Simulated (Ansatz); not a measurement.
# Molecular dynamics, with input and output: PtS$_{2}$ (part 2 of 2)

Continued. System: PtS$_{2}$ (R3m, 3 atoms in the cell). Method: DFT, PBEsol, plane waves, PAW, no spin polarisation (Ansatz 0.2.0); cutoff 420 eV, 4×4×4 k-mesh, Fermi–Dirac smearing of 0.086 eV. The structure was built on a prototype by a generator. The geometry comes from this level: r2scan-rvv10. It belongs to a series of runs on one base structure; here: nve at 1000 K.

Geometry of the input (Å; fractional positions):
```
1.7391  1.0041  5.0959
-1.7391  1.0041  5.0959
0.0000  -2.0082  5.0959
Pt -0.0026  -0.0026  -0.0026
S  0.4256  0.4256  0.4256
S  0.2437  0.2437  0.2437
```

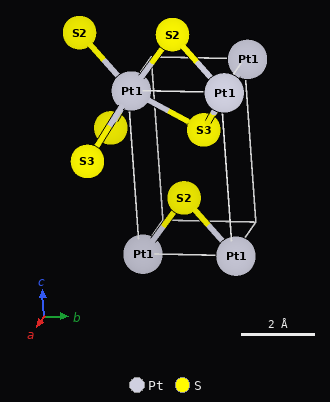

Fig. 1: The geometry at step 21 of the log (ball-and-stick view of the reduced cell, seen slightly off an axis; bonded neighbours outside the cell are drawn too; atoms are numbered from 1 in the order of the input).

```
SCF converged after 8 iterations
Free energy (F): -14154.391423 eV
Harris-Foulkes:  -14154.391423 eV  (|F-HF|=7.28e-12)
Internal energy: -14154.373319 eV  (E = F + TS)
E sigma→0 (E₀):  -14154.382371 eV
Entropy (-TS):   -0.018104 eV (-6.035 meV/atom)
Fermi energy:    11.291285 eV
--- Per-component energies (eV) ---
  E_band       = -305.520261
  E_kinetic    = 850.790709
  E_local      = -2982.238621  (includes V_loc(G=0)·N_el)
  E_nonlocal   = 259.505258
  E_hartree    = 1172.209353
  E_xc         = -452.596280
  E_vxc        = -477.212072  (∫ρ·V_xc dr)
  E_paw        = -10484.268911  (= ΣΔE_a)
  E_vpaw       = -300.784212  (= ΣTr[D̂ρ^β])
  E_aug_tail   = 0.000186  (compensation charges beyond the density's cutoff)
  E_ewald      = -2518.185894
  E_core_change = 0.410880  (= ΣΔE_core)
  E_smearing   = -0.018104  (= −TS)
  E_closure    = 0.000000  (closes the sum)
  Σ components = -14154.391423   (vs F -14154.391423, Δ=0.00e0)
--- Forces (eV/Å), atoms counted from 1 ---
  atom   1  Pt    -0.25313477    -1.12431663     1.28425004
  atom   2  S     -0.17936825     1.26023487    -1.05948695
  atom   3  S      0.43250292    -0.13591855    -0.22475958
  max |Σ_I F_I| component: 3.51e-6 eV/Å
--- MD trajectory: 40 steps, t = 0.0 → 120.0 fs ---
  final state: T = 5144.9 K   F+E_penalty+E_count = -14154.39142309 eV   E_kin = 1.330061 eV
  conserved energy: peak-to-peak 1.702e-3 eV (5.673e-4 eV/atom) over 120.0 fs
```

## Trajectory as extended XYZ (Å, eV, eV/Å), 40 of the 41 frames kept, from step=0 to step=40
```
3
Lattice="1.7391 1.0041 5.0959 -1.7391 1.0041 5.0959 0.0000 -2.0082 5.0959" Properties=species:S:1:pos:R:3:forces:R:3 step=0 time_fs=0.0 energy=-14153.31912 temperature=1000.0
Pt    0.0000    0.0000   -0.0401    0.0000   0.0000  -0.0165
S     0.0000    0.0000    6.5064    0.0000   0.0000   0.0920
S     0.0000    0.0000    3.7255    0.0000   0.0000  -0.0755
3
Lattice="1.7391 1.0041 5.0959 -1.7391 1.0041 5.0959 0.0000 -2.0082 5.0959" Properties=species:S:1:pos:R:3:forces:R:3 step=1 time_fs=3.0 energy=-14153.31932 temperature=1000.9
Pt   -0.0016   -0.0062   -0.0413    0.0170   0.0292  -0.0028
S     0.0001    0.0293    6.5168    0.0035  -0.0240   0.0257
S     0.0097    0.0084    3.7219   -0.0205  -0.0053  -0.0230
3
Lattice="1.7391 1.0041 5.0959 -1.7391 1.0041 5.0959 0.0000 -2.0082 5.0959" Properties=species:S:1:pos:R:3:forces:R:3 step=2 time_fs=6.0 energy=-14153.31765 temperature=994.5
Pt   -0.0032   -0.0124   -0.0424    0.0432   0.0508   0.0130
S     0.0002    0.0585    6.5273    0.0049  -0.0358  -0.0347
S     0.0193    0.0169    3.7182   -0.0481  -0.0150   0.0217
3
Lattice="1.7391 1.0041 5.0959 -1.7391 1.0041 5.0959 0.0000 -2.0082 5.0959" Properties=species:S:1:pos:R:3:forces:R:3 step=3 time_fs=9.0 energy=-14153.31455 temperature=982.8
Pt   -0.0048   -0.0186   -0.0435    0.0783   0.0623   0.0309
S     0.0004    0.0877    6.5378    0.0045  -0.0334  -0.0856
S     0.0288    0.0253    3.7145   -0.0828  -0.0289   0.0547
3
Lattice="1.7391 1.0041 5.0959 -1.7391 1.0041 5.0959 0.0000 -2.0082 5.0959" Properties=species:S:1:pos:R:3:forces:R:3 step=4 time_fs=12.0 energy=-14153.31063 temperature=967.8
Pt   -0.0064   -0.0247   -0.0446    0.1210   0.0626   0.0503
S     0.0005    0.1167    6.5480    0.0024  -0.0164  -0.1261
S     0.0381    0.0336    3.7110   -0.1234  -0.0461   0.0758
3
Lattice="1.7391 1.0041 5.0959 -1.7391 1.0041 5.0959 0.0000 -2.0082 5.0959" Properties=species:S:1:pos:R:3:forces:R:3 step=5 time_fs=15.0 energy=-14153.30646 temperature=951.8
Pt   -0.0078   -0.0308   -0.0457    0.1702   0.0553   0.0709
S     0.0007    0.1457    6.5578   -0.0020   0.0116  -0.1577
S     0.0471    0.0418    3.7078   -0.1682  -0.0669   0.0868
3
Lattice="1.7391 1.0041 5.0959 -1.7391 1.0041 5.0959 0.0000 -2.0082 5.0959" Properties=species:S:1:pos:R:3:forces:R:3 step=6 time_fs=18.0 energy=-14153.30248 temperature=936.4
Pt   -0.0093   -0.0369   -0.0467    0.2251   0.0452   0.0922
S     0.0008    0.1748    6.5672   -0.0084   0.0454  -0.1822
S     0.0555    0.0498    3.7047   -0.2166  -0.0906   0.0900
3
Lattice="1.7391 1.0041 5.0959 -1.7391 1.0041 5.0959 0.0000 -2.0082 5.0959" Properties=species:S:1:pos:R:3:forces:R:3 step=7 time_fs=21.0 energy=-14153.29896 temperature=922.9
Pt   -0.0106   -0.0430   -0.0477    0.2851   0.0346   0.1135
S     0.0010    0.2039    6.5762   -0.0166   0.0807  -0.2010
S     0.0635    0.0575    3.7019   -0.2685  -0.1153   0.0875
3
Lattice="1.7391 1.0041 5.0959 -1.7391 1.0041 5.0959 0.0000 -2.0082 5.0959" Properties=species:S:1:pos:R:3:forces:R:3 step=8 time_fs=24.0 energy=-14153.29614 temperature=912.0
Pt   -0.0118   -0.0490   -0.0487    0.3497   0.0240   0.1325
S     0.0011    0.2333    6.5845   -0.0260   0.1150  -0.2146
S     0.0706    0.0650    3.6993   -0.3237  -0.1390   0.0821
3
Lattice="1.7391 1.0041 5.0959 -1.7391 1.0041 5.0959 0.0000 -2.0082 5.0959" Properties=species:S:1:pos:R:3:forces:R:3 step=9 time_fs=27.0 energy=-14153.29418 temperature=904.4
Pt   -0.0128   -0.0551   -0.0496    0.4184   0.0177   0.1475
S     0.0011    0.2630    6.5923   -0.0369   0.1446  -0.2241
S     0.0769    0.0720    3.6970   -0.3815  -0.1623   0.0767
3
Lattice="1.7391 1.0041 5.0959 -1.7391 1.0041 5.0959 0.0000 -2.0082 5.0959" Properties=species:S:1:pos:R:3:forces:R:3 step=10 time_fs=30.0 energy=-14153.29313 temperature=900.3
Pt   -0.0137   -0.0611   -0.0504    0.4900   0.0225   0.1574
S     0.0010    0.2931    6.5995   -0.0498   0.1649  -0.2313
S     0.0822    0.0787    3.6948   -0.4402  -0.1874   0.0738
3
Lattice="1.7391 1.0041 5.0959 -1.7391 1.0041 5.0959 0.0000 -2.0082 5.0959" Properties=species:S:1:pos:R:3:forces:R:3 step=11 time_fs=33.0 energy=-14153.29288 temperature=899.2
Pt   -0.0143   -0.0671   -0.0512    0.5603   0.0423   0.1626
S     0.0008    0.3236    6.6061   -0.0640   0.1732  -0.2370
S     0.0863    0.0848    3.6929   -0.4963  -0.2155   0.0744
3
Lattice="1.7391 1.0041 5.0959 -1.7391 1.0041 5.0959 0.0000 -2.0082 5.0959" Properties=species:S:1:pos:R:3:forces:R:3 step=12 time_fs=36.0 energy=-14153.29332 temperature=900.9
Pt   -0.0147   -0.0731   -0.0519    0.6227   0.0761   0.1636
S     0.0004    0.3546    6.6120   -0.0777   0.1699  -0.2419
S     0.0890    0.0903    3.6912   -0.5450  -0.2460   0.0783
3
Lattice="1.7391 1.0041 5.0959 -1.7391 1.0041 5.0959 0.0000 -2.0082 5.0959" Properties=species:S:1:pos:R:3:forces:R:3 step=13 time_fs=39.0 energy=-14153.29440 temperature=905.0
Pt   -0.0148   -0.0791   -0.0525    0.6709   0.1205   0.1605
S    -0.0002    0.3861    6.6173   -0.0890   0.1568  -0.2462
S     0.0902    0.0952    3.6896   -0.5819  -0.2773   0.0857
3
Lattice="1.7391 1.0041 5.0959 -1.7391 1.0041 5.0959 0.0000 -2.0082 5.0959" Properties=species:S:1:pos:R:3:forces:R:3 step=14 time_fs=42.0 energy=-14153.29608 temperature=911.5
Pt   -0.0146   -0.0850   -0.0530    0.7001   0.1710   0.1531
S    -0.0011    0.4180    6.6219   -0.0964   0.1363  -0.2501
S     0.0899    0.0993    3.6883   -0.6037  -0.3074   0.0970
3
Lattice="1.7391 1.0041 5.0959 -1.7391 1.0041 5.0959 0.0000 -2.0082 5.0959" Properties=species:S:1:pos:R:3:forces:R:3 step=15 time_fs=45.0 energy=-14153.29836 temperature=920.3
Pt   -0.0141   -0.0909   -0.0535    0.7067   0.2238   0.1410
S    -0.0022    0.4502    6.6258   -0.0987   0.1108  -0.2537
S     0.0880    0.1026    3.6873   -0.6080  -0.3346   0.1127
3
Lattice="1.7391 1.0041 5.0959 -1.7391 1.0041 5.0959 0.0000 -2.0082 5.0959" Properties=species:S:1:pos:R:3:forces:R:3 step=16 time_fs=48.0 energy=-14153.30116 temperature=931.1
Pt   -0.0133   -0.0966   -0.0539    0.6891   0.2750   0.1237
S    -0.0035    0.4828    6.6291   -0.0951   0.0827  -0.2565
S     0.0844    0.1050    3.6866   -0.5941  -0.3578   0.1327
3
Lattice="1.7391 1.0041 5.0959 -1.7391 1.0041 5.0959 0.0000 -2.0082 5.0959" Properties=species:S:1:pos:R:3:forces:R:3 step=17 time_fs=51.0 energy=-14153.30438 temperature=943.5
Pt   -0.0122   -0.1022   -0.0543    0.6470   0.3210   0.1010
S    -0.0052    0.5155    6.6316   -0.0850   0.0549  -0.2579
S     0.0791    0.1064    3.6862   -0.5620  -0.3759   0.1568
3
Lattice="1.7391 1.0041 5.0959 -1.7391 1.0041 5.0959 0.0000 -2.0082 5.0959" Properties=species:S:1:pos:R:3:forces:R:3 step=18 time_fs=54.0 energy=-14153.30792 temperature=957.2
Pt   -0.0107   -0.1077   -0.0546    0.5822   0.3573   0.0731
S    -0.0070    0.5485    6.6335   -0.0690   0.0313  -0.2575
S     0.0724    0.1068    3.6863   -0.5132  -0.3886   0.1844
3
Lattice="1.7391 1.0041 5.0959 -1.7391 1.0041 5.0959 0.0000 -2.0082 5.0959" Properties=species:S:1:pos:R:3:forces:R:3 step=19 time_fs=57.0 energy=-14153.31172 temperature=972.0
Pt   -0.0091   -0.1130   -0.0549    0.4985   0.3793   0.0403
S    -0.0091    0.5815    6.6346   -0.0483   0.0170  -0.2550
S     0.0643    0.1061    3.6868   -0.4502  -0.3963   0.2147
3
Lattice="1.7391 1.0041 5.0959 -1.7391 1.0041 5.0959 0.0000 -2.0082 5.0959" Properties=species:S:1:pos:R:3:forces:R:3 step=21 time_fs=63.0 energy=-14153.32073 temperature=1007.1
Pt   -0.0051   -0.1231   -0.0554    0.2920   0.3676  -0.0341
S    -0.0135    0.6476    6.6348    0.0026   0.0355  -0.2444
S     0.0446    0.1016    3.6898   -0.2945  -0.4031   0.2784
3
Lattice="1.7391 1.0041 5.0959 -1.7391 1.0041 5.0959 0.0000 -2.0082 5.0959" Properties=species:S:1:pos:R:3:forces:R:3 step=22 time_fs=66.0 energy=-14153.32659 temperature=1029.9
Pt   -0.0029   -0.1279   -0.0557    0.1754   0.3364  -0.0677
S    -0.0157    0.6808    6.6340    0.0331   0.0702  -0.2374
S     0.0334    0.0977    3.6924   -0.2085  -0.4066   0.3050
3
Lattice="1.7391 1.0041 5.0959 -1.7391 1.0041 5.0959 0.0000 -2.0082 5.0959" Properties=species:S:1:pos:R:3:forces:R:3 step=23 time_fs=69.0 energy=-14153.33379 temperature=1057.8
Pt   -0.0006   -0.1326   -0.0560    0.0536   0.2949  -0.0902
S    -0.0179    0.7142    6.6324    0.0668   0.1173  -0.2319
S     0.0217    0.0927    3.6957   -0.1204  -0.4121   0.3221
3
Lattice="1.7391 1.0041 5.0959 -1.7391 1.0041 5.0959 0.0000 -2.0082 5.0959" Properties=species:S:1:pos:R:3:forces:R:3 step=24 time_fs=72.0 energy=-14153.34264 temperature=1092.2
Pt    0.0017   -0.1371   -0.0563   -0.0705   0.2455  -0.0980
S    -0.0199    0.7479    6.6303    0.1016   0.1739  -0.2307
S     0.0096    0.0866    3.7000   -0.0311  -0.4194   0.3287
3
Lattice="1.7391 1.0041 5.0959 -1.7391 1.0041 5.0959 0.0000 -2.0082 5.0959" Properties=species:S:1:pos:R:3:forces:R:3 step=25 time_fs=75.0 energy=-14153.35353 temperature=1134.5
Pt    0.0040   -0.1416   -0.0567   -0.1945   0.1861  -0.0925
S    -0.0215    0.7821    6.6275    0.1351   0.2413  -0.2349
S    -0.0025    0.0793    3.7052    0.0594  -0.4273   0.3274
3
Lattice="1.7391 1.0041 5.0959 -1.7391 1.0041 5.0959 0.0000 -2.0082 5.0959" Properties=species:S:1:pos:R:3:forces:R:3 step=26 time_fs=78.0 energy=-14153.36708 temperature=1187.2
Pt    0.0061   -0.1459   -0.0571   -0.3162   0.1138  -0.0764
S    -0.0229    0.8169    6.6241    0.1661   0.3224  -0.2445
S    -0.0145    0.0709    3.7112    0.1501  -0.4362   0.3209
3
Lattice="1.7391 1.0041 5.0959 -1.7391 1.0041 5.0959 0.0000 -2.0082 5.0959" Properties=species:S:1:pos:R:3:forces:R:3 step=27 time_fs=81.0 energy=-14153.38427 temperature=1253.9
Pt    0.0082   -0.1502   -0.0576   -0.4345   0.0299  -0.0499
S    -0.0237    0.8527    6.6200    0.1937   0.4184  -0.2601
S    -0.0261    0.0613    3.7181    0.2409  -0.4483   0.3099
3
Lattice="1.7391 1.0041 5.0959 -1.7391 1.0041 5.0959 0.0000 -2.0082 5.0959" Properties=species:S:1:pos:R:3:forces:R:3 step=28 time_fs=84.0 energy=-14153.40618 temperature=1339.0
Pt    0.0100   -0.1545   -0.0581   -0.5547  -0.0592  -0.0117
S    -0.0241    0.8895    6.6152    0.2197   0.5259  -0.2813
S    -0.0370    0.0505    3.7258    0.3350  -0.4667   0.2930
3
Lattice="1.7391 1.0041 5.0959 -1.7391 1.0041 5.0959 0.0000 -2.0082 5.0959" Properties=species:S:1:pos:R:3:forces:R:3 step=29 time_fs=87.0 energy=-14153.43397 temperature=1446.8
Pt    0.0116   -0.1588   -0.0586   -0.6846  -0.1459   0.0393
S    -0.0239    0.9278    6.6097    0.2486   0.6406  -0.3057
S    -0.0470    0.0384    3.7344    0.4361  -0.4947   0.2664
3
Lattice="1.7391 1.0041 5.0959 -1.7391 1.0041 5.0959 0.0000 -2.0082 5.0959" Properties=species:S:1:pos:R:3:forces:R:3 step=30 time_fs=90.0 energy=-14153.46909 temperature=1583.3
Pt    0.0129   -0.1631   -0.0591   -0.8214  -0.2265   0.1005
S    -0.0229    0.9677    6.6033    0.2788   0.7679  -0.3287
S    -0.0558    0.0250    3.7436    0.5425  -0.5414   0.2282
3
Lattice="1.7391 1.0041 5.0959 -1.7391 1.0041 5.0959 0.0000 -2.0082 5.0959" Properties=species:S:1:pos:R:3:forces:R:3 step=31 time_fs=93.0 energy=-14153.51369 temperature=1755.8
Pt    0.0139   -0.1676   -0.0595   -0.9467  -0.2961   0.1744
S    -0.0213    1.0098    6.5961    0.2999   0.8985  -0.3538
S    -0.0632    0.0101    3.7535    0.6468  -0.6024   0.1794
3
Lattice="1.7391 1.0041 5.0959 -1.7391 1.0041 5.0959 0.0000 -2.0082 5.0959" Properties=species:S:1:pos:R:3:forces:R:3 step=32 time_fs=96.0 energy=-14153.56857 temperature=1967.7
Pt    0.0144   -0.1722   -0.0598   -1.0398  -0.3488   0.2747
S    -0.0188    1.0543    6.5878    0.3013   0.9894  -0.3904
S    -0.0688   -0.0064    3.7639    0.7386  -0.6406   0.1157
3
Lattice="1.7391 1.0041 5.0959 -1.7391 1.0041 5.0959 0.0000 -2.0082 5.0959" Properties=species:S:1:pos:R:3:forces:R:3 step=33 time_fs=99.0 energy=-14153.63307 temperature=2217.0
Pt    0.0144   -0.1770   -0.0601   -1.0893  -0.3926   0.3837
S    -0.0155    1.1015    6.5786    0.2809   1.0485  -0.4266
S    -0.0724   -0.0247    3.7746    0.8084  -0.6559   0.0429
3
Lattice="1.7391 1.0041 5.0959 -1.7391 1.0041 5.0959 0.0000 -2.0082 5.0959" Properties=species:S:1:pos:R:3:forces:R:3 step=34 time_fs=102.0 energy=-14153.70713 temperature=2503.7
Pt    0.0140   -0.1819   -0.0601   -1.0895  -0.4471   0.4932
S    -0.0114    1.1516    6.5681    0.2418   1.1028  -0.4631
S    -0.0738   -0.0447    3.7854    0.8477  -0.6556  -0.0302
3
Lattice="1.7391 1.0041 5.0959 -1.7391 1.0041 5.0959 0.0000 -2.0082 5.0959" Properties=species:S:1:pos:R:3:forces:R:3 step=35 time_fs=105.0 energy=-14153.79189 temperature=2832.1
Pt    0.0131   -0.1870   -0.0600   -1.0413  -0.5360   0.6115
S    -0.0067    1.2046    6.5564    0.1885   1.1738  -0.5144
S    -0.0729   -0.0665    3.7961    0.8528  -0.6378  -0.0971
3
Lattice="1.7391 1.0041 5.0959 -1.7391 1.0041 5.0959 0.0000 -2.0082 5.0959" Properties=species:S:1:pos:R:3:forces:R:3 step=36 time_fs=108.0 energy=-14153.88910 temperature=3208.4
Pt    0.0117   -0.1924   -0.0595   -0.9498  -0.6690   0.7443
S    -0.0015    1.2608    6.5434    0.1236   1.2603  -0.5936
S    -0.0697   -0.0900    3.8065    0.8262  -0.5913  -0.1507
3
Lattice="1.7391 1.0041 5.0959 -1.7391 1.0041 5.0959 0.0000 -2.0082 5.0959" Properties=species:S:1:pos:R:3:forces:R:3 step=37 time_fs=111.0 energy=-14153.99976 temperature=3636.2
Pt    0.0099   -0.1981   -0.0588   -0.8204  -0.8345   0.8920
S     0.0041    1.3204    6.5287    0.0503   1.3426  -0.7041
S    -0.0643   -0.1152    3.8166    0.7701  -0.5081  -0.1879
3
Lattice="1.7391 1.0041 5.0959 -1.7391 1.0041 5.0959 0.0000 -2.0082 5.0959" Properties=species:S:1:pos:R:3:forces:R:3 step=38 time_fs=114.0 energy=-14154.12327 temperature=4112.8
Pt    0.0077   -0.2041   -0.0576   -0.6587  -0.9937   1.0440
S     0.0098    1.3836    6.5121   -0.0274   1.3917  -0.8349
S    -0.0568   -0.1417    3.8261    0.6861  -0.3981  -0.2091
3
Lattice="1.7391 1.0041 5.0959 -1.7391 1.0041 5.0959 0.0000 -2.0082 5.0959" Properties=species:S:1:pos:R:3:forces:R:3 step=39 time_fs=117.0 energy=-14154.25611 temperature=4624.4
Pt    0.0053   -0.2106   -0.0560   -0.4671  -1.0933   1.1764
S     0.0154    1.4507    6.4932   -0.1062   1.3681  -0.9604
S    -0.0474   -0.1693    3.8351    0.5732  -0.2747  -0.2160
3
Lattice="1.7391 1.0041 5.0959 -1.7391 1.0041 5.0959 0.0000 -2.0082 5.0959" Properties=species:S:1:pos:R:3:forces:R:3 step=40 time_fs=120.0 energy=-14154.39142 temperature=5144.9
Pt    0.0026   -0.2175   -0.0538   -0.2531  -1.1243   1.2842
S     0.0207    1.5214    6.4718   -0.1794   1.2602  -1.0595
S    -0.0365   -0.1976    3.8435    0.4325  -0.1359  -0.2248
```

## Summary

| quantity | value |
| --- | --- |
| outcome | finished |
| mean temperature over the second half | 2149 K |
| trajectory | 40 steps, 120 fs |
| ensemble | nve |
| temperature in the input | 1000 K |
| time step | 3.0 fs |
| space group of the start (tolerance 0.01 Å) | R3m (160) |
| electrons treated | 30 |
| potential energy (free energy of the electrons) (last step) | −14154.3914 eV |
| Fermi energy (last step) | 11.291 eV |
| largest force (length of the vector) (last step) | 1.726 eV/Å |
| wall time | 25 s (CPU time 93 s) |
| peak memory | 0.38 GiB |

## Notes

Spin–orbit coupling is left out, which matters for Pt. The k-point mesh is coarse for a cell of this size, so the results may not be converged. So short a trajectory is not equilibrated.
